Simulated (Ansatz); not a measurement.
Input

```
crystal:
  lattice:
    - [3.8679403904, 0.0, 0.0]
    - [-1.9339701952, 3.3497346384, 0.0]
    - [-1.9339701952, 1.1165782128, 3.2113280217]
  atoms:
    - { symbol: Ca, position: [0.0, 0.0, 0.0] }
    - { symbol: F, position: [0.75, 0.25, 0.25] }
    - { symbol: F, position: [0.25, 0.75, 0.75] }
basis:
  ecutwfc: 420
kpoints:
  mp_grid: { grid: [9, 9, 8] }
hamiltonian:
  xc: pbe
scf:
  occupations: { method: gaussian, width: 0.02 }
output:
  forces: true
  stress: true
  eigenvalues: true
  write_density: true
  write_potential: true
  elf: true
  volumetric_format: npy
relax:
  adjacent_minimum: "off"
  f_tol: 0.01
  max_steps: 50
  cell: { fix: [a, b, gamma], stress_tol: 0.1 }
```

Run with:

```sh
ansatz run input.yaml --threads 4 --pin off --max-ram 8192MiB --backend cpu --events-out ev --progress --plain --runs-dir out
```

Below, planes, directions and counts refer to the conventional cell (a = 3.87 Å, b = 3.87 Å, c = 9.62 Å, α = 90.00°, β = 90.00°, γ = 120.00°).

The fields are those of the relaxed geometry.

Space group R-3m; a structure from a database of computed crystals, not necessarily the ambient phase.

Level of theory: DFT PBE, scalar-relativistic, plane waves, PAW in Ansatz.

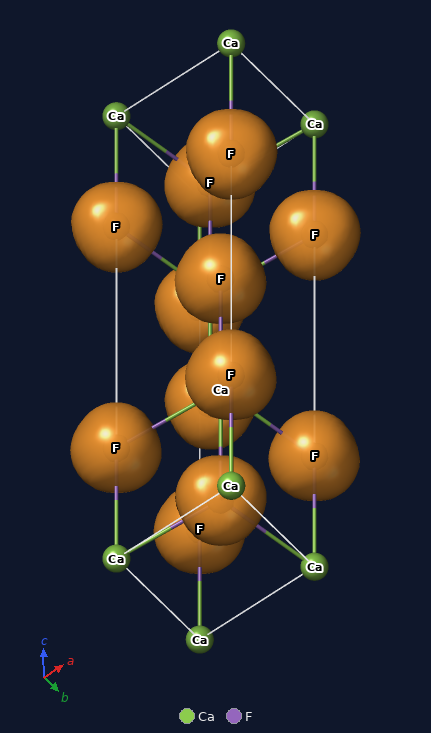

CaF2. Isosurface of the ELF at 0.65 (orange), seen at an oblique angle. Only the valence region is drawn (cores and ρ < 0.01 e/Å³ removed). Sticks mark near contacts.

Question: Describe the localisation domains.

Answer: The ELF exceeds this value in six regions wrapped around F (the valence shell of each), counted in one cell of 9 atoms. Regions shared between cells count once. Profiles from the grid: Ca–F (2.37 Å): the ELF peaks at about 0.80 in the valence shell of F, 0.6 Å from its nucleus, and drops to about 0.05 between the two atoms; a largely ionic contact.

Question: Does the calculation give a band gap?

Answer: It is gapped, with a Kohn–Sham gap of 7.2 eV on the k-point mesh (the band edges may lie off the mesh, which would make the gap smaller).
